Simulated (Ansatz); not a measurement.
# Dielectric-response calculation, with input and output: SnO

System: SnO (4 atoms in the cell).
Method: DFT, r2SCAN, plane waves, PAW, no spin polarisation (Ansatz 0.2.0).

The structure was built on a prototype by a generator. The geometry comes from this level: r2SCAN. Figures and captions count atoms from 1; the log counts them from 0 in places.

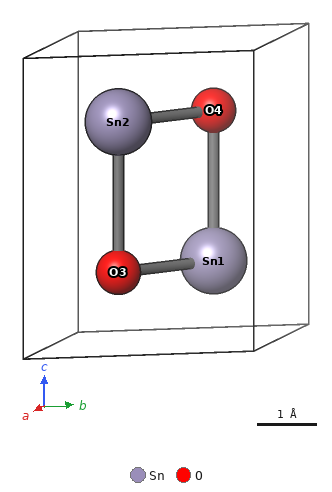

Fig. 1: The structure as given in the input (ball-and-stick view of the cell of the calculation, seen slightly off an axis; atoms are numbered from 1 in the order of the input). Near neighbours in the crystal (not all of them lie inside the picture): Sn has 5 O at 2.38 to 2.59 Å; O has 5 Sn at 2.38 to 2.59 Å.

### Summary

```tsv
quantity	value
outcome	converged
space group (tolerance 0.01 Å)	P6₃/mmc (194)
electrons treated	40
free energy	−13212.1378 eV
Fermi energy	9.211 eV
gap on the k-point mesh	0.58 eV
ε∞ (xx, yy, zz)	13.34, 13.34, 19.56
Born charges (mean of the diagonal)	Sn1, Sn2 (3.03 e); O3, O4 (−3.03 e)
hardware	2 threads of an x86-64 CPU, shared host
wall time	4.8 min (CPU time 9.3 min)
peak memory	1.9 GiB
```

### Remarks

The program warns: the k-point mesh is coarse for the field response.

### Input file
```yaml
crystal:
  lattice:
    - [4.125499258, 0.0, 0.0]
    - [-2.062749629, 3.5727871607, 0.0]
    - [0.0, 0.0, 5.1854030836]
  atoms:
    - { symbol: Sn, position: [0.3333333333, 0.6666666667, 0.25] }
    - { symbol: Sn, position: [0.6666666667, 0.3333333333, 0.75] }
    - { symbol: O, position: [0.6666666667, 0.3333333333, 0.25] }
    - { symbol: O, position: [0.3333333333, 0.6666666667, 0.75] }
kpoints:
  mp_grid: { grid: [6, 6, 4] }
hamiltonian:
  xc: r2scan
scf:
  occupations: { method: fixed }
dielectric: {}
```

### Output
```
Engine: ansatz 0.2.0, x86_64-unknown-linux-gnu
Pseudopotentials: kind: paw
Pseudopotential: Sn, paw, valence charge 14, recommended cutoff 500 eV (meta_gga), Sn.paw.azcp
Pseudopotential: O, paw, valence charge 6, recommended cutoff 500 eV (meta_gga), O.paw.azcp
Functional definition: r2SCAN
  parameter k0 = 0.174
  parameter k1 = 0.065
  parameter a1 = 4.9479
  exchange = r2scan_x(k0 = k0, k1 = k1, a1 = a1)
  correlation = r2scan_c
Crystal: 4 atoms, lattice volume = 76.430 Å³
Basis set: ecut = 500 eV, 1933 PW (Γ), exchange–correlation on 128×128×160 points (64 copies of the dense FFT grid, shifted against one another)
Bands: 24, of which v1, the nominal top of the filled ones, is band 20 counted from 1 (19 counted from 0)
Symmetry: 24 space group operations
k-points: 47 of 144 (irreducible under 2 space group operations, time reversal used)
Non-local potential: Sn, projectors of the file, l = 0: 2, l = 1: 2, l = 2: 2, l = 3: 2
Non-local potential: O, projectors of the file, l = 0: 2, l = 1: 2, l = 2: 1
PAW form: soft (Blöchl's): semilocal exchange-correlation on the pseudo side does not see the compensation charge
PAW frozen core: Sn, regenerated for the run's functional (the file was generated under x = pbe(κ = 0.804, μ = 0.2195149727645171), c = pbe(β = 0.06672455060314922))
PAW frozen core: O, regenerated for the run's functional (the file was generated under x = pbe(κ = 0.804, μ = 0.2195149727645171), c = pbe(β = 0.06672455060314922))
PAW one-centre angular grid: Sn, 590 points (default); XC on 249 of its mesh's 2787 points in the sphere
PAW one-centre angular grid: O, 302 points (default); XC on 160 Gauss nodes
Initial density: superposition of atomic densities (neutral atoms: chi_scale 0, normalization atom), corrected by the library's trained network
Initial wavefunctions: pseudopotential atomic-orbital guess
Functional: x = r2scan, c = r2scan; τ floored in thin density (d = 2e-4 eV/Å³)
SCF iter   1: F=—  HF=-13212.085482 eV  |F-HF|=—  |Δ(HF+E_count)|=         —  Δρ=5.86e-3  dr2=1.66e-2  dr2_τ=5.24e-2  ethr=1.77e-3  ⟨swp⟩=5.0  Hψ=4436  notcnv=0  defer=87
preconditioner: auto → Resta (q_TF=auto, 2.449 Å⁻¹)  ε∞=3.2  [insulator: Δε(μ)=0.561 eV  Ē_g=18.053 eV  n_scr=22 (ndim 8)  ℏωp=26.9 eV  f_vac=0.059  ε∞_Penn≈3.2]
SCF iter   2: F=—  HF=-13212.138335 eV  |F-HF|=—  |Δ(HF+E_count)|=   5.29e-2  Δρ=3.45e-3  dr2=7.72e-3  dr2_τ=1.87e-4  ethr=4.15e-5  ⟨swp⟩=2.1  Hψ=2440  notcnv=0  defer=89
SCF iter   3: F=—  HF=-13212.140185 eV  |F-HF|=—  |Δ(HF+E_count)|=   1.85e-3  Δρ=4.23e-3  dr2=1.26e-2  dr2_τ=1.26e-3  ethr=1.93e-5  ⟨swp⟩=2.7  Hψ=1771  notcnv=0  defer=91
SCF iter   4: F=—  HF=-13212.137727 eV  |F-HF|=—  |Δ(HF+E_count)|=   2.46e-3  Δρ=8.36e-4  dr2=3.94e-4  dr2_τ=2.10e-5  ethr=1.93e-5  ⟨swp⟩=2.0  Hψ=1523  notcnv=0  defer=91
SCF iter   5: F=—  HF=-13212.137791 eV  |F-HF|=—  |Δ(HF+E_count)|=   6.43e-5  Δρ=1.32e-4  dr2=1.24e-5  dr2_τ=4.39e-7  ethr=9.84e-7  ⟨swp⟩=2.0  Hψ=1558  notcnv=0  defer=91
SCF iter   6: F=—  HF=-13212.137807 eV  |F-HF|=—  |Δ(HF+E_count)|=   1.61e-5  Δρ=4.17e-5  dr2=1.15e-6  dr2_τ=1.08e-7  ethr=3.10e-8  ⟨swp⟩=2.0  Hψ=1594  notcnv=0
SCF iter   7: F=—  HF=-13212.137809 eV  |F-HF|=—  |Δ(HF+E_count)|=   1.42e-6  Δρ=9.52e-6  dr2=8.94e-8  dr2_τ=5.06e-9  ethr=2.87e-9  ⟨swp⟩=2.0  Hψ=1498  notcnv=0
SCF iter   8: F=—  HF=-13212.137809 eV  |F-HF|=—  |Δ(HF+E_count)|=   1.10e-8  Δρ=8.28e-7  dr2=7.52e-10  dr2_τ=6.01e-11  ethr=2.23e-10  ⟨swp⟩=2.0  Hψ=1405  notcnv=0
SCF iter   9: F=-13212.137809 eV  HF=-13212.137809 eV  |F-HF|=1.82e-12  |Δ(HF+E_count)|=  4.78e-10  Δρ=2.62e-7  dr2=5.97e-11  dr2_τ=2.06e-12  ethr=1.00e-12  ⟨swp⟩=5.1  Hψ=4347  notcnv=0
SCF 1 converged in 9 iterations: F = -13212.137809 eV  dr2 = 5.97e-11
  greatest PAW one-centre occupation: 0.993 electrons in one spin orbital (limit 2), on the Sn atom at site 1 (counted from 0), in its partial waves of l = 2
NSCF: frozen V_eff on 4 k-points
DFPT response loops at Γ: preconditioner auto → Resta (q_TF=auto, 2.449 Å⁻¹)  ε∞=10.2 (no band partly filled); β = 1.00, the filter's whole step (`scf.mixing.beta` (0.50) is not read by the response loops at its default; to damp them type it under 1.00, their step now; it binds the ground state too); Broyden in place of MSR1
── the response to a field inside a basis, on 16×16×12 k-points: an SCF that follows is theirs, and a resumed run solves both again ──
── the response to a field inside a basis, on 14×14×10 k-points: an SCF that follows is theirs, and a resumed run solves both again ──
Bands: 21, of which v1, the nominal top of the filled ones, is band 20 counted from 1 (19 counted from 0)
k-points: 280
Initial density: handed on by an earlier stage of this run
Initial wavefunctions: pseudopotential atomic-orbital guess (no wavefunctions were taken with the density)
Eigensolver: Dense (280 Hₖ)
SCF iter   1: F=—  HF=-13212.126946 eV  |F-HF|=—  |Δ(HF+E_count)|=         —  Δρ=3.31e-4  dr2=4.66e-5  dr2_τ=4.17e-6  ethr=1.00e-1
preconditioner: auto → Resta (q_TF=auto, 2.449 Å⁻¹)  ε∞=3.6  [insulator: Δε(μ)=0.585 eV  Ē_g=16.636 eV  n_scr=22 (ndim 8)  ℏωp=26.9 eV  f_vac=0.067  ε∞_Penn≈3.6]
SCF iter   2: F=—  HF=-13212.126947 eV  |F-HF|=—  |Δ(HF+E_count)|=   1.02e-6  Δρ=1.96e-4  dr2=1.71e-5  dr2_τ=1.19e-6  ethr=1.16e-7
SCF iter   3: F=—  HF=-13212.126947 eV  |F-HF|=—  |Δ(HF+E_count)|=   2.78e-8  Δρ=9.89e-5  dr2=5.43e-6  dr2_τ=5.18e-7  ethr=4.28e-8
SCF iter   4: F=—  HF=-13212.126946 eV  |F-HF|=—  |Δ(HF+E_count)|=   6.26e-7  Δρ=1.40e-5  dr2=2.82e-7  dr2_τ=8.90e-9  ethr=1.36e-8
SCF iter   5: F=-13212.126946 eV  HF=-13212.126946 eV  |F-HF|=1.70e-9  |Δ(HF+E_count)|=   1.46e-8  Δρ=5.35e-6  dr2=2.69e-8  dr2_τ=4.87e-10  ethr=7.05e-10
SCF 1 converged in 5 iterations: F = -13212.126946 eV  dr2 = 2.69e-8
── the response to a field inside a basis, on 10×10×8 k-points: an SCF that follows is theirs, and a resumed run solves both again ──
k-points: 120
Eigensolver: Dense (120 Hₖ)
SCF iter   1: F=—  HF=-13212.126900 eV  |F-HF|=—  |Δ(HF+E_count)|=         —  Δρ=3.31e-4  dr2=4.65e-5  dr2_τ=4.17e-6  ethr=1.00e-1
preconditioner: auto → Resta (q_TF=auto, 2.449 Å⁻¹)  ε∞=3.6  [insulator: Δε(μ)=0.585 eV  Ē_g=16.635 eV  n_scr=22 (ndim 8)  ℏωp=26.9 eV  f_vac=0.067  ε∞_Penn≈3.6]
SCF iter   2: F=—  HF=-13212.126902 eV  |F-HF|=—  |Δ(HF+E_count)|=   1.03e-6  Δρ=1.96e-4  dr2=1.71e-5  dr2_τ=1.18e-6  ethr=1.16e-7
SCF iter   3: F=—  HF=-13212.126902 eV  |F-HF|=—  |Δ(HF+E_count)|=   3.98e-8  Δρ=9.89e-5  dr2=5.44e-6  dr2_τ=5.22e-7  ethr=4.28e-8
SCF iter   4: F=—  HF=-13212.126901 eV  |F-HF|=—  |Δ(HF+E_count)|=   6.32e-7  Δρ=1.40e-5  dr2=2.82e-7  dr2_τ=8.92e-9  ethr=1.36e-8
SCF iter   5: F=-13212.126901 eV  HF=-13212.126901 eV  |F-HF|=1.70e-9  |Δ(HF+E_count)|=   1.46e-8  Δρ=5.36e-6  dr2=2.69e-8  dr2_τ=4.88e-10  ethr=7.06e-10
SCF 1 converged in 5 iterations: F = -13212.126901 eV  dr2 = 2.69e-8
DFPT response loops at Γ: preconditioner auto → Resta (q_TF=auto, 2.449 Å⁻¹)  ε∞=10.1 (no band partly filled); β = 1.00, the filter's whole step (`scf.mixing.beta` (0.50) is not read by the response loops at its default; to damp them type it under 1.00, their step now; it binds the ground state too); Broyden in place of MSR1
WARN: field response: inside a basis, on 10×10×8 points, memory doesn't hold the 16×16×12 that were asked: take ε∞, Z* and everything formed from them with what they may err, as stated (eps_inf_uncertainty, zstar_uncertainty_e), and compare with field_mesh: kpoints on a denser kpoints.mp_grid
SCF converged after 9 iterations
Free energy (F): -13212.137809 eV
Harris-Foulkes:  -13212.137809 eV  (|F-HF|=1.82e-12)
Internal energy: -13212.137809 eV  (E = F + TS)
E sigma→0 (E₀):  -13212.137809 eV
Fermi energy:    9.210868 eV
--- Per-component energies (eV) ---
  E_band       = -243.414328
  E_kinetic    = 718.819585
  E_local      = -2602.215100  (includes V_loc(G=0)·N_el)
  E_nonlocal   = 27.558434
  E_hartree    = 1395.828263
  E_xc         = -898.448404
  E_vxc        = -422.517420  (∫ρ·V_xc dr)
  E_paw        = -8627.030885  (= ΣΔE_a)
  E_vpaw       = -783.752482  (= ΣTr[D̂ρ^β])
  E_aug_tail   = 0.001967  (compensation charges beyond the density's cutoff)
  E_vtau       = 27.033970  (kinetic-family band-sum trace: ∫τ·v_τ [+ j·A + Jᵃ·Aᵃ] dr)
  E_ewald      = -3228.058427
  E_core_change = 1.406758  (= ΣΔE_core)
  E_smearing   = -0.000000  (= −TS)
  E_closure    = 0.000000  (closes the sum)
  Σ components = -13212.137809   (vs F -13212.137809, Δ=0.00e0)
--- Band table (eV; the first three rows and the last of 47) ---
  k-point 0: bands = ["-13.7776", "-13.5561", "-13.5561", "-13.4998", "-13.4998", "-13.4959", "-13.4959", "-13.4922", "-13.4712", "-13.4712", "-11.0807", "-10.0673", "2.3467", "2.4443", "4.2032", "4.2032", "4.5889", "5.0581", "5.0581", "5.3166", "12.4617", "12.5297", "12.5297", "13.4177"]
  k-point 1: bands = ["-13.7225", "-13.5565", "-13.5565", "-13.5179", "-13.5179", "-13.5163", "-13.4866", "-13.4866", "-13.4626", "-13.4626", "-10.9706", "-10.2521", "1.9047", "2.0491", "4.3416", "4.3416", "4.9516", "4.9516", "5.7340", "6.0939", "11.9495", "12.4769", "12.4769", "13.0984"]
  k-point 2: bands = ["-13.6043", "-13.6043", "-13.5450", "-13.5450", "-13.5450", "-13.5450", "-13.4672", "-13.4672", "-13.4672", "-13.4672", "-10.6483", "-10.6483", "1.6909", "1.6909", "4.6622", "4.6622", "4.6622", "4.6622", "6.9158", "6.9158", "11.9858", "11.9858", "12.6158", "12.6158"]
  k-point 46: bands = ["-13.6896", "-13.6088", "-13.5621", "-13.5455", "-13.5128", "-13.4922", "-13.4843", "-13.4723", "-13.4648", "-13.4598", "-10.5080", "-10.2740", "0.8358", "0.9404", "3.1548", "4.2401", "4.2891", "5.0666", "7.6601", "8.2933", "10.2976", "11.0605", "12.4054", "13.3027"]
--- Dielectric response (ions clamped): 3 representative field directions + reference, inside a basis on a mesh of 800 k-points (Σ response iterations 18) ---
  ε∞ (high-frequency dielectric tensor):
       13.335885    -0.000000    -0.000000
        0.000000    13.335885    -0.000000
       -0.000000    -0.000000    19.564032
  Born effective charges Z* (e; rows j = field, columns β = displacement):
    site 0:
         2.57579   -0.00000   -0.00000
        -0.00000    2.57579   -0.00000
        -0.00000   -0.00000    3.94705
    site 1:
         2.57579   -0.00000   -0.00000
        -0.00000    2.57579   -0.00000
        -0.00000   -0.00000    3.94705
    site 2:
        -2.57579    0.00000    0.00000
         0.00000   -2.57579    0.00000
         0.00000    0.00000   -3.94705
    site 3:
        -2.57579    0.00000    0.00000
         0.00000   -2.57579    0.00000
         0.00000    0.00000   -3.94705
  Z* charge neutrality: 6.996e-2 e pre-enforcement
  solved inside a basis spanned on kpoints, on 10×10×8 k-points transformed towards the longest dipole, which do not settle them: ε∞ is read to err by 1.0e0, Z* by 2.6e-1 e (field_mesh: kpoints solves on kpoints); Z* is corrected for what the basis lacks
```

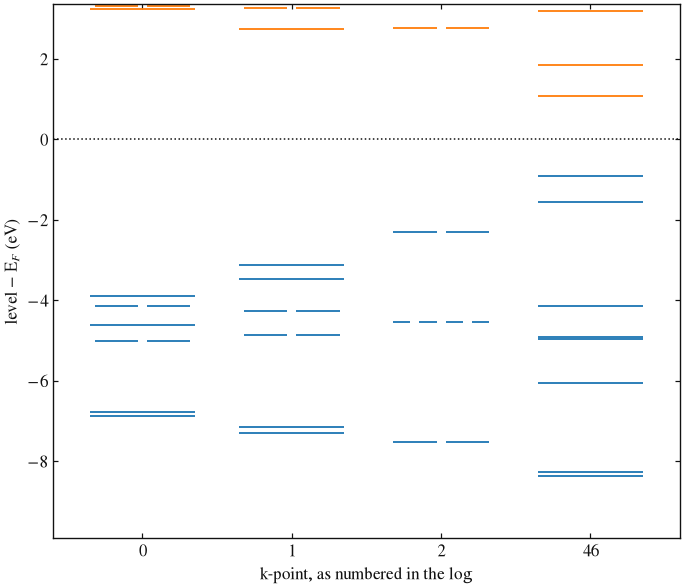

Fig. 2: Kohn–Sham levels near the Fermi level (dotted) at the few k-points that the log prints; levels within 0.02 eV of each other stand side by side. Among these points the highest filled and lowest empty levels are 2.00 eV apart; the gap on the full mesh, 0.58 eV, has an edge at a point that isn't printed.
